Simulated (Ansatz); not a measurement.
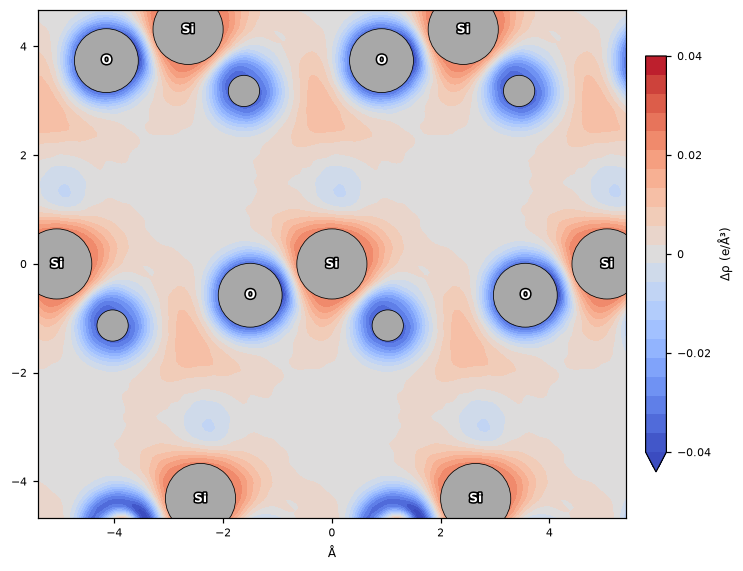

SiO$_{2}$. Difference of the valence pseudo-densities of two functionals at the same geometry, on the (010) plane of the calculation cell: one of LDA and r2SCAN less the other.

Both computed with Ansatz (plane waves, PAW), on the same k-point mesh. Grey discs cover the atomic cores.

**Which was subtracted from which, and what does the map show?**

It is LDA less r2SCAN. Against r2SCAN, LDA gives more density around Si (+0.005 e/Å³ on average at 0.9 Å from the nucleus), less density around O (−0.021 e/Å³ on average at 0.7 Å from the nucleus) and a change of −0.008 e/Å³ at the midpoint of Si–O.
